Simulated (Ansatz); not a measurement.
Input

```
crystal:
  lattice:
    - [4.5006086348, 0.0, 0.0]
    - [-2.2503043174, 3.8976414102, 0.0]
    - [0.0, 0.0, 2.6811486395]
  atoms:
    - { symbol: Pt, position: [0.0, 0.0, 0.0], spin: -0.23 }
    - { symbol: Pt, position: [0.3333333333, 0.6666666667, 0.5], spin: -0.195 }
    - { symbol: Pt, position: [0.6666666667, 0.3333333333, 0.5], spin: -0.195 }
hamiltonian:
  xc: r2scan
  pseudopotentials:
    kind: paw
    azcp:
      Pt: "pseudopotentials/Pt.paw.azcp"
basis:
  ecutwfc: 500
  fft_grid_basis: typed
kpoints:
  mp_grid: { grid: [11, 11, 15], shift: [0, 0, 0] }
magnetization:
  spin_polarized: true
scf:
  occupations: { method: fermi_dirac, width: 0.05 }
output:
  write_density: true
  write_potential: true
  elf: true
  volumetric_format: npy
```

Launched as:

```sh
ansatz run input.yaml --threads 2 --pin off --max-ram 6144MiB --backend cpu --events-out ev --progress --plain --runs-dir out
```

Below, planes, directions and counts refer to the conventional cell (a = 4.50 Å, b = 4.50 Å, c = 2.68 Å, α = 90.00°, β = 90.00°, γ = 120.00°).

Space group P6/mmm; set up as Pt, omega (AlB2-type); a generated structure, not necessarily the stable one; spin-polarised.

Computed with Ansatz 0.2.0, DFT, r2SCAN, plane waves (500 eV) with PAW, scalar-relativistic.

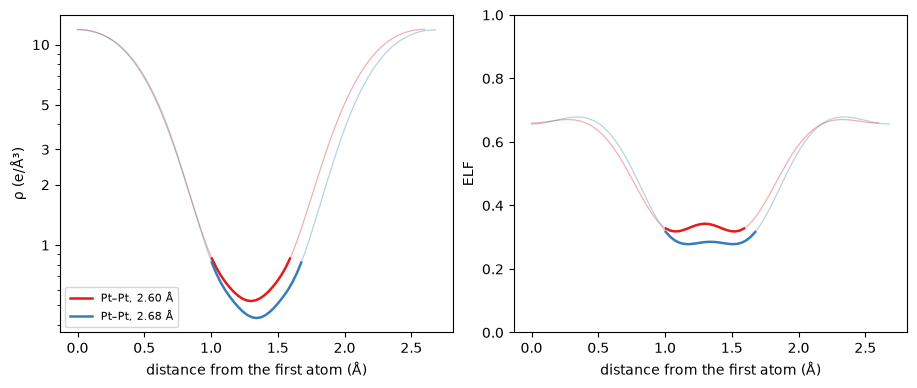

Pt. Valence pseudo-density and ELF along straight lines between neighbouring atoms. Thin, pale parts lie inside the atomic spheres.

The density is the valence pseudo-density of a PAW calculation; it isn't the true density close to the nuclei.

What can be read from the curves?

Pt–Pt (2.60 Å): the density is about 0.53 e/Å³ at the midpoint; the ELF is about 0.35 at the midpoint.
Pt–Pt (2.68 Å): ρ is about 0.43 e/Å³ halfway; the ELF is about 0.30 at the midpoint: no shared electron pair shows on this line.
